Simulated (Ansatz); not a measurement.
**Geometry relaxation, with input and output: Rh (part 3 of 4)**

The same run, continued: Rh (slab, 24 atoms in the cell); DFT PBE+D3(BJ), scalar-relativistic, plane waves, PAW, no spin polarisation (Ansatz 0.2.0); cutoff 420 eV, 6×4×1 k-mesh, Gaussian smearing of 0.1 eV. The structure derives from an entry of the Crystallography Open Database. The input holds or restrains some coordinates. Forces given for the steps count only the free coordinates.

Geometry of the input (Å; fractional positions):
```
5.3646  0.0000  0.0000
0.0000  7.5867  0.0000
0.0000  0.0000  23.7058
Rh 0.2500  0.2500  0.3586
Rh 0.2500  0.7500  0.3586
Rh 0.7500  0.2500  0.3586
Rh 0.7500  0.7500  0.3586
Rh 0.5000  0.5000  0.4151
Rh 0.5000  0.0000  0.4151
Rh 0.0000  0.5000  0.4151
Rh 0.0000  0.0000  0.4151
Rh 0.7500  0.7500  0.4717
Rh 0.7500  0.2500  0.4717
Rh 0.2500  0.7500  0.4717
Rh 0.2500  0.2500  0.4717
Rh 0.0000  0.0000  0.5283
Rh 0.0000  0.5000  0.5283
Rh 0.5000  0.0000  0.5283
Rh 0.5000  0.5000  0.5283
Rh 0.2500  0.2500  0.5849
Rh 0.2500  0.7500  0.5849
Rh 0.7500  0.2500  0.5849
Rh 0.7500  0.7500  0.5849
Rh 0.5000  0.5000  0.6414
Rh 0.5000  0.0000  0.6414
Rh 0.0000  0.5000  0.6414
Rh 0.0000  0.0000  0.6414
```

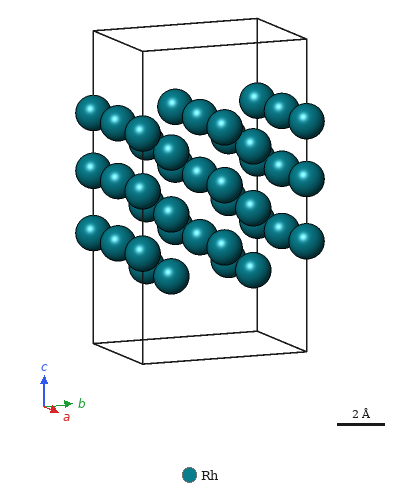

*The geometry at step 2 of the log (spheres-only view of the cell of the calculation, with the vacuum cut short, seen slightly off an axis).*

Log, continued:
```
  k-point 1: bands = ["-74.2151", "-74.1833", "-74.1439", "-74.1411", "-74.1295", "-74.1288", "-74.1286", "-74.1139", "-74.1137", "-74.1087", "-74.0919", "-74.0917", "-74.0623", "-74.0530", "-74.0256", "-74.0254", "-73.5560", "-73.5532", "-73.5175", "-73.5173", "-73.4259", "-73.4244", "-73.3873", "-73.3871", "-42.3773", "-42.3761", "-42.3677", "-42.3540", "-42.3280", "-42.3233", "-42.3184", "-42.2909", "-42.2797", "-42.2758", "-42.2455", "-42.2367", "-42.1859", "-42.1802", "-42.1244", "-42.1068",
      "-42.0988", "-42.0672", "-42.0540", "-42.0257", "-42.0154", "-41.9688", "-41.9631", "-41.9601", "-41.9550", "-41.9428", "-41.9355", "-41.9243", "-41.9167", "-41.9148", "-41.8862", "-41.8796", "-41.8752", "-41.8746", "-41.8656", "-41.8488", "-41.8387", "-41.8278", "-41.8239", "-41.8230", "-41.8225", "-41.8012", "-41.7970", "-41.7820", "-41.7621", "-41.7599", "-41.7561", "-41.7085", "-41.6519", "-41.6389", "-41.5628", "-41.5537", "-41.3809", "-41.3800", "-41.3718", "-41.3614",
      "-41.3596", "-41.3537", "-41.3447", "-41.3423", "-41.3313", "-41.3211", "-41.2521", "-41.2484", "-41.2402", "-41.2382", "-41.2376", "-41.2297", "-41.2179", "-41.2162", "-41.2141", "-41.2104", "-2.5448", "-1.3651", "-1.2761", "-1.2514", "-1.2393", "-1.2117", "-1.1538", "-1.0053", "-0.9680", "-0.9502", "-0.9119", "-0.8700", "-0.7849", "-0.7240", "-0.5785", "-0.4264", "-0.3709", "-0.3396", "-0.3137", "-0.2380", "-0.2014", "-0.1591", "-0.0905", "-0.0862",
      "-0.0048", "0.0395", "0.1247", "0.1758", "0.6243", "0.6500", "0.6721", "0.7921", "0.8060", "0.8064", "0.8119", "0.8925", "1.0518", "1.1280", "1.3598", "1.4076", "1.4350", "1.4616", "1.4879", "1.5523", "1.5676", "1.5849", "1.5892", "1.6473", "1.7697", "1.8120", "1.8353", "1.8840", "1.9071", "1.9364", "1.9871", "2.0075", "2.0164", "2.0339", "2.1263", "2.1493", "2.1644", "2.2044", "2.2408", "2.3362",
      "2.3373", "2.5645", "2.5696", "2.5891", "2.6337", "2.6703", "2.8293", "2.9162", "3.0070", "3.0456", "3.0657", "3.0911", "3.0935", "3.1339", "3.1618", "3.3560", "3.5481", "3.5735", "3.6542", "3.6865", "3.6889", "3.7028", "3.7898", "3.8162", "3.8597", "3.9210", "3.9361", "3.9531", "4.1694", "4.1968", "4.2008", "4.2833", "4.3225", "4.3311", "4.3786", "4.3872", "4.5330", "4.5854", "4.5882", "4.6642",
      "4.7584", "4.7728", "4.7883", "4.8413", "4.8902", "4.9028", "4.9299", "4.9395", "4.9817", "5.0783", "5.1089", "5.1124", "5.1263", "5.2715", "5.2805", "5.2818", "5.3610", "5.3638", "5.3799", "5.4391", "5.4626", "5.4641", "5.5014", "6.0795", "6.3993", "6.7124", "7.1211", "7.1350", "7.7928", "7.8286", "8.0295", "8.2033", "8.2574", "8.3685", "8.3706", "8.3924", "8.9004", "8.9593", "9.2422", "9.2692",
      "9.3578", "9.4348", "10.4848", "10.6192", "10.6358"]
  k-point 2: bands = ["-74.2021", "-74.2021", "-74.1404", "-74.1404", "-74.1287", "-74.1287", "-74.1183", "-74.1183", "-74.1138", "-74.1138", "-74.0918", "-74.0918", "-74.0576", "-74.0576", "-74.0255", "-74.0255", "-73.5546", "-73.5546", "-73.5174", "-73.5174", "-73.4252", "-73.4252", "-73.3872", "-73.3872", "-42.3412", "-42.3412", "-42.3376", "-42.3376", "-42.3304", "-42.3304", "-42.3225", "-42.3225", "-42.3024", "-42.3024", "-42.2595", "-42.2595", "-42.2193", "-42.2193", "-42.0989", "-42.0989",
      "-42.0756", "-42.0756", "-42.0233", "-42.0233", "-41.9765", "-41.9765", "-41.9683", "-41.9683", "-41.9539", "-41.9539", "-41.9174", "-41.9174", "-41.9171", "-41.9171", "-41.9001", "-41.9001", "-41.8699", "-41.8699", "-41.8532", "-41.8532", "-41.8389", "-41.8389", "-41.8372", "-41.8372", "-41.8045", "-41.8045", "-41.7730", "-41.7730", "-41.7669", "-41.7669", "-41.7296", "-41.7296", "-41.6484", "-41.6484", "-41.5600", "-41.5600", "-41.3765", "-41.3765", "-41.3718", "-41.3718",
      "-41.3566", "-41.3566", "-41.3428", "-41.3428", "-41.3262", "-41.3262", "-41.2504", "-41.2504", "-41.2381", "-41.2381", "-41.2359", "-41.2359", "-41.2151", "-41.2151", "-41.2133", "-41.2133", "-2.0217", "-2.0217", "-1.2005", "-1.2005", "-0.9830", "-0.9830", "-0.9019", "-0.9019", "-0.8650", "-0.8650", "-0.7723", "-0.7723", "-0.7155", "-0.7155", "-0.6948", "-0.6948", "-0.5712", "-0.5712", "-0.5629", "-0.5629", "-0.4454", "-0.4454", "-0.2544", "-0.2544",
      "0.0282", "0.0282", "0.3083", "0.3083", "0.4169", "0.4169", "0.6156", "0.6156", "0.7573", "0.7573", "0.7838", "0.7838", "1.2176", "1.2176", "1.2610", "1.2610", "1.5382", "1.5382", "1.6771", "1.6771", "1.7118", "1.7118", "1.7821", "1.7821", "1.9167", "1.9167", "1.9967", "1.9967", "1.9978", "1.9978", "2.0905", "2.0905", "2.1158", "2.1158", "2.1471", "2.1471", "2.2680", "2.2680", "2.3408", "2.3408",
      "2.4700", "2.4700", "2.7002", "2.7002", "2.8905", "2.8905", "2.9288", "2.9288", "3.0183", "3.0183", "3.0300", "3.0300", "3.0520", "3.0520", "3.3506", "3.3506", "3.3649", "3.3649", "3.3985", "3.3985", "3.4822", "3.4822", "3.9007", "3.9007", "3.9269", "3.9269", "3.9732", "3.9732", "4.0040", "4.0040", "4.1261", "4.1261", "4.1737", "4.1737", "4.2178", "4.2178", "4.2577", "4.2577", "4.3967", "4.3967",
      "4.6930", "4.6930", "4.7028", "4.7028", "4.7940", "4.7940", "4.8791", "4.8791", "5.0833", "5.0833", "5.2682", "5.2682", "5.3098", "5.3098", "5.3132", "5.3132", "5.4091", "5.4091", "5.4157", "5.4157", "5.4488", "5.4488", "6.1723", "6.1723", "6.6595", "6.6595", "7.5736", "7.5736", "7.6042", "7.6042", "8.1700", "8.1700", "8.7932", "8.7932", "8.7951", "8.7951", "8.8195", "8.8195", "9.6225", "9.6225",
      "9.8515", "9.8515", "10.1861", "10.1861", "10.2743"]
  k-point 11: bands = ["-74.1706", "-74.1706", "-74.1706", "-74.1706", "-74.1200", "-74.1200", "-74.1200", "-74.1200", "-74.1071", "-74.1071", "-74.1071", "-74.1071", "-74.0415", "-74.0415", "-74.0415", "-74.0415", "-73.5360", "-73.5360", "-73.5360", "-73.5360", "-73.4062", "-73.4062", "-73.4062", "-73.4062", "-42.2786", "-42.2786", "-42.2786", "-42.2786", "-42.2660", "-42.2660", "-42.2660", "-42.2660", "-42.2186", "-42.2186", "-42.2186", "-42.2186", "-42.1146", "-42.1146", "-42.1146", "-42.1146",
      "-42.0773", "-42.0773", "-42.0773", "-42.0773", "-42.0207", "-42.0207", "-42.0207", "-42.0207", "-41.9480", "-41.9480", "-41.9480", "-41.9480", "-41.9249", "-41.9249", "-41.9249", "-41.9249", "-41.8855", "-41.8855", "-41.8855", "-41.8855", "-41.8768", "-41.8768", "-41.8768", "-41.8768", "-41.8106", "-41.8106", "-41.8106", "-41.8106", "-41.7823", "-41.7823", "-41.7823", "-41.7823", "-41.5038", "-41.5038", "-41.5038", "-41.5038", "-41.3977", "-41.3977", "-41.3977", "-41.3977",
      "-41.3604", "-41.3604", "-41.3604", "-41.3604", "-41.3572", "-41.3572", "-41.3572", "-41.3572", "-41.2360", "-41.2360", "-41.2360", "-41.2360", "-41.2306", "-41.2306", "-41.2306", "-41.2306", "-1.0038", "-1.0038", "-1.0038", "-1.0038", "-0.4788", "-0.4788", "-0.4788", "-0.4788", "-0.3478", "-0.3478", "-0.3478", "-0.3478", "-0.1746", "-0.1746", "-0.1746", "-0.1746", "0.1785", "0.1785", "0.1785", "0.1785", "0.2548", "0.2548", "0.2548", "0.2548",
      "0.3312", "0.3312", "0.3312", "0.3312", "0.6406", "0.6406", "0.6406", "0.6406", "0.8347", "0.8347", "0.8347", "0.8347", "1.0051", "1.0051", "1.0051", "1.0051", "1.1629", "1.1629", "1.1629", "1.1629", "1.4326", "1.4326", "1.4326", "1.4326", "1.7950", "1.7950", "1.7950", "1.7950", "1.8461", "1.8461", "1.8461", "1.8461", "2.1459", "2.1459", "2.1459", "2.1459", "2.2613", "2.2613", "2.2613", "2.2613",
      "2.3168", "2.3168", "2.3168", "2.3168", "2.3934", "2.3934", "2.3934", "2.3934", "2.8720", "2.8720", "2.8720", "2.8720", "3.0183", "3.0183", "3.0183", "3.0183", "3.2477", "3.2477", "3.2477", "3.2477", "3.3182", "3.3182", "3.3182", "3.3182", "3.3425", "3.3425", "3.3425", "3.3425", "3.3803", "3.3803", "3.3803", "3.3803", "3.8721", "3.8721", "3.8721", "3.8721", "4.0627", "4.0627", "4.0627", "4.0627",
      "4.2747", "4.2747", "4.2747", "4.2747", "4.4011", "4.4011", "4.4011", "4.4011", "4.9567", "4.9567", "4.9567", "4.9567", "5.0652", "5.0652", "5.0652", "5.0652", "5.1682", "5.1682", "5.1682", "5.1682", "5.2123", "5.2123", "5.2123", "5.2123", "6.5045", "6.5045", "6.5045", "6.5045", "8.1328", "8.1328", "8.1328", "8.1328", "9.5483", "9.5483", "9.5483", "9.5483", "9.9386", "9.9386", "9.9386", "9.9386",
      "10.6819", "10.6819", "10.6819", "10.6819", "11.1332"]
--- Relaxed structure (4 steps of the walk, 4 accepted, 0 SCFs on fresh bases) ---
  F+E_penalty+E_count = -153667.99425642 eV   max|allowed force component| = 8.823e-3 eV/Å
  atoms:
    - { symbol: Rh, position: [0.25, 0.25, 0.358562089] }
    - { symbol: Rh, position: [0.25, 0.75, 0.358562089] }
    - { symbol: Rh, position: [0.7499999999999999, 0.25, 0.358562089] }
    - { symbol: Rh, position: [0.7499999999999999, 0.75, 0.358562089] }
    - { symbol: Rh, position: [0.5, 0.5, 0.41513725339999996] }
    - { symbol: Rh, position: [0.5, 0.0, 0.41513725339999996] }
    - { symbol: Rh, position: [0.0, 0.5, 0.41513725339999996] }
    - { symbol: Rh, position: [0.0, 0.0, 0.41513725339999996] }
    - { symbol: Rh, position: [0.7499999999999999, 0.75, 0.47171241779999995] }
    - { symbol: Rh, position: [0.7499999999999999, 0.25, 0.47171241779999995] }
    - { symbol: Rh, position: [0.25, 0.75, 0.47171241779999995] }
    - { symbol: Rh, position: [0.25, 0.25, 0.47171241779999995] }
    - { symbol: Rh, position: [-3.549728918288801e-35, 1.2891056222609374e-36, 0.5288849382546063] }
    - { symbol: Rh, position: [1.6810814975994866e-35, 0.5, 0.5288849382546063] }
    - { symbol: Rh, position: [0.5, 5.453908401873197e-37, 0.5288849382546063] }
    - { symbol: Rh, position: [0.5, 0.5, 0.5288849382546063] }
    - { symbol: Rh, position: [0.25, 0.25, 0.5854601077712231] }
    - { symbol: Rh, position: [0.25, 0.75, 0.5854601077712231] }
    - { symbol: Rh, position: [0.7499999999999999, 0.25, 0.5854601077712231] }
    - { symbol: Rh, position: [0.7499999999999999, 0.75, 0.5854601077712231] }
    - { symbol: Rh, position: [0.5, 0.5, 0.6376497675282123] }
    - { symbol: Rh, position: [0.5, -1.6175796510101187e-36, 0.6376497675282123] }
    - { symbol: Rh, position: [-1.5706454868082794e-35, 0.5, 0.6376497675282123] }
    - { symbol: Rh, position: [2.0194013401820734e-35, 9.916197094314904e-38, 0.6376497675282123] }
```

Trajectory as extended XYZ (Å, eV, eV/Å), 4 frames, from step=1 to step=4:
```
24
Lattice="5.3646 0.0000 0.0000 0.0000 7.5867 0.0000 0.0000 0.0000 23.7058" Properties=species:S:1:pos:R:3:forces:R:3 step=1 energy=-153667.78163
Rh    1.3412    1.8967    8.5000    0.0000   0.0000   0.9514
Rh    1.3412    5.6901    8.5000    0.0000   0.0000   0.9514
Rh    4.0235    1.8967    8.5000    0.0000   0.0000   0.9514
Rh    4.0235    5.6901    8.5000    0.0000   0.0000   0.9514
Rh    2.6823    3.7934    9.8412    0.0000   0.0000  -0.4396
Rh    2.6823    0.0000    9.8412    0.0000   0.0000  -0.4396
Rh    0.0000    3.7934    9.8412    0.0000   0.0000  -0.4396
Rh    0.0000    0.0000    9.8412    0.0000   0.0000  -0.4396
Rh    4.0235    5.6901   11.1823    0.0000   0.0000  -0.5627
Rh    4.0235    1.8967   11.1823    0.0000   0.0000  -0.5627
Rh    1.3412    5.6901   11.1823    0.0000   0.0000  -0.5627
Rh    1.3412    1.8967   11.1823    0.0000   0.0000  -0.5627
Rh    0.0000    0.0000   12.5235    0.0000   0.0000   0.5627
Rh    0.0000    3.7934   12.5235    0.0000   0.0000   0.5627
Rh    2.6823    0.0000   12.5235    0.0000   0.0000   0.5627
Rh    2.6823    3.7934   12.5235    0.0000   0.0000   0.5627
Rh    1.3412    1.8967   13.8646    0.0000   0.0000   0.4396
Rh    1.3412    5.6901   13.8646    0.0000   0.0000   0.4396
Rh    4.0235    1.8967   13.8646    0.0000   0.0000   0.4396
Rh    4.0235    5.6901   13.8646    0.0000   0.0000   0.4396
Rh    2.6823    3.7934   15.2058    0.0000   0.0000  -0.9514
Rh    2.6823    0.0000   15.2058    0.0000   0.0000  -0.9514
Rh    0.0000    3.7934   15.2058    0.0000   0.0000  -0.9514
Rh    0.0000    0.0000   15.2058    0.0000   0.0000  -0.9514
24
Lattice="5.3646 0.0000 0.0000 0.0000 7.5867 0.0000 0.0000 0.0000 23.7058" Properties=species:S:1:pos:R:3:forces:R:3 step=2 energy=-153667.87192
Rh    1.3412    1.8967    8.5000    0.0000   0.0000   0.9838
Rh    1.3412    5.6901    8.5000    0.0000   0.0000   0.9838
Rh    4.0235    1.8967    8.5000    0.0000   0.0000   0.9838
Rh    4.0235    5.6901    8.5000    0.0000   0.0000   0.9838
Rh    2.6823    3.7934    9.8412    0.0000   0.0000  -0.4183
Rh    2.6823    0.0000    9.8412    0.0000   0.0000  -0.4183
Rh    0.0000    3.7934    9.8412    0.0000   0.0000  -0.4183
Rh    0.0000    0.0000    9.8412    0.0000   0.0000  -0.4183
Rh    4.0235    5.6901   11.1823    0.0000   0.0000  -0.7191
Rh    4.0235    1.8967   11.1823    0.0000   0.0000  -0.7191
Rh    1.3412    5.6901   11.1823    0.0000   0.0000  -0.7191
Rh    1.3412    1.8967   11.1823    0.0000   0.0000  -0.7191
Rh    0.0000    0.0000   12.5372    0.0000   0.0000  -0.5943
Rh    0.0000    3.7934   12.5372    0.0000   0.0000  -0.5943
Rh    2.6823    0.0000   12.5372    0.0000   0.0000  -0.5943
Rh    2.6823    3.7934   12.5372    0.0000   0.0000  -0.5943
Rh    1.3412    1.8967   13.8608    0.0000   0.0000  -0.1271
Rh    1.3412    5.6901   13.8608    0.0000   0.0000  -0.1271
Rh    4.0235    1.8967   13.8608    0.0000   0.0000  -0.1271
Rh    4.0235    5.6901   13.8608    0.0000   0.0000  -0.1271
Rh    2.6823    3.7934   15.0401    0.0000   0.0000   0.8743
Rh    2.6823    0.0000   15.0401    0.0000   0.0000   0.8743
Rh    0.0000    3.7934   15.0401    0.0000   0.0000   0.8743
Rh    0.0000    0.0000   15.0401    0.0000   0.0000   0.8743
24
Lattice="5.3646 0.0000 0.0000 0.0000 7.5867 0.0000 0.0000 0.0000 23.7058" Properties=species:S:1:pos:R:3:forces:R:3 step=3 energy=-153667.99347
Rh    1.3412    1.8967    8.5000    0.0000   0.0000   0.9763
Rh    1.3412    5.6901    8.5000    0.0000   0.0000   0.9763
Rh    4.0235    1.8967    8.5000    0.0000   0.0000   0.9763
Rh    4.0235    5.6901    8.5000    0.0000   0.0000   0.9763
Rh    2.6823    3.7934    9.8412    0.0000   0.0000  -0.3792
Rh    2.6823    0.0000    9.8412    0.0000   0.0000  -0.3792
Rh    0.0000    3.7934    9.8412    0.0000   0.0000  -0.3792
Rh    0.0000    0.0000    9.8412    0.0000   0.0000  -0.3792
Rh    4.0235    5.6901   11.1823    0.0000   0.0000  -0.5881
Rh    4.0235    1.8967   11.1823    0.0000   0.0000  -0.5881
Rh    1.3412    5.6901   11.1823    0.0000   0.0000  -0.5881
Rh    1.3412    1.8967   11.1823    0.0000   0.0000  -0.5881
Rh    0.0000    0.0000   12.5398    0.0000   0.0000  -0.0653
Rh    0.0000    3.7934   12.5398    0.0000   0.0000  -0.0653
Rh    2.6823    0.0000   12.5398    0.0000   0.0000  -0.0653
Rh    2.6823    3.7934   12.5398    0.0000   0.0000  -0.0653
Rh    1.3412    1.8967   13.8780    0.0000   0.0000   0.0015
Rh    1.3412    5.6901   13.8780    0.0000   0.0000   0.0015
Rh    4.0235    1.8967   13.8780    0.0000   0.0000   0.0015
Rh    4.0235    5.6901   13.8780    0.0000   0.0000   0.0015
Rh    2.6823    3.7934   15.1118    0.0000   0.0000   0.0564
Rh    2.6823    0.0000   15.1118    0.0000   0.0000   0.0564
Rh    0.0000    3.7934   15.1118    0.0000   0.0000   0.0564
Rh    0.0000    0.0000   15.1118    0.0000   0.0000   0.0564
```
